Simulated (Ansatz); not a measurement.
The structure in question:

```cif
data_structure
_symmetry_space_group_name_H-M 'P 1'
_symmetry_Int_Tables_number 1
_cell_length_a 11.0427
_cell_length_b 6.3755
_cell_length_c 8.3316
_cell_angle_alpha 90.000
_cell_angle_beta 116.219
_cell_angle_gamma 90.000
_cell_volume 526.22
loop_
_atom_site_label
_atom_site_type_symbol
_atom_site_fract_x
_atom_site_fract_y
_atom_site_fract_z
_atom_site_occupancy
W1 W 0.49783 0.00000 0.98447 1
W2 W 0.25312 0.24319 0.01016 1
W3 W 0.00231 0.00000 0.00090 1
W4 W 0.25312 0.75681 0.01016 1
S1 S 0.90644 0.00000 0.21480 1
S2 S 0.14651 0.74178 0.20885 1
S3 S 0.89446 0.50000 0.24925 1
S4 S 0.14651 0.25822 0.20885 1
S5 S 0.26534 0.50000 0.79724 1
S6 S 0.51808 0.25614 0.78855 1
S7 S 0.26329 0.00000 0.79298 1
S8 S 0.51808 0.74386 0.78855 1
H1 H 0.32862 0.00000 0.36593 1
W5 W 0.99783 0.50000 0.98447 1
W6 W 0.75312 0.74319 0.01016 1
W7 W 0.50231 0.50000 0.00090 1
W8 W 0.75312 0.25681 0.01016 1
S9 S 0.40644 0.50000 0.21480 1
S10 S 0.64651 0.24178 0.20885 1
S11 S 0.39446 0.00000 0.24925 1
S12 S 0.64651 0.75822 0.20885 1
S13 S 0.76534 0.00000 0.79724 1
S14 S 0.01808 0.75614 0.78855 1
S15 S 0.76329 0.50000 0.79298 1
S16 S 0.01808 0.24386 0.78855 1
H2 H 0.82862 0.50000 0.36593 1
```

Work out the structure from the coordinates.

The solid is HW4S8. Space group Cm (No. 8), lattice base-centred monoclinic. Cell content 2 H, 8 W, 16 S; Z = 2. The neighbours of W are six S in a distorted trigonal prismatic arrangement at 2.37 to 2.90 Å. The neighbours of H is one S at 1.45 Å. Not all metal-metal contacts are counted. Counting contacts within bonding distance, the coordination numbers are S 3 to 4 (mean 3.1). Not all metal-metal contacts are counted. The bonds build HW4S8 layers parallel to (001).

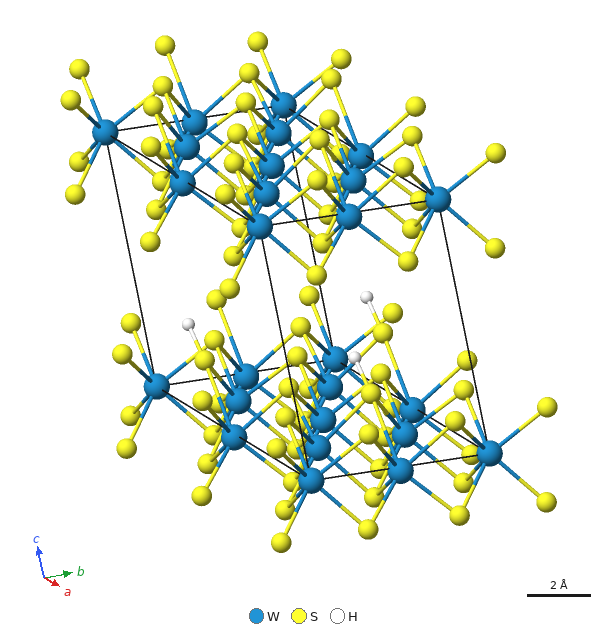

The crystal in a ball-and-stick representation, seen slightly off an axis. The wireframe shows the conventional unit cell. Some atoms of the next cells are drawn as well. Colours: hydrogen white, tungsten blue, sulfur yellow.

The structure was taken from a structure listed in the Materials Project, repeated into a supercell with a point defect put in. The cell was then strained or its atoms displaced on purpose. It was run through Ansatz as a DFT input.
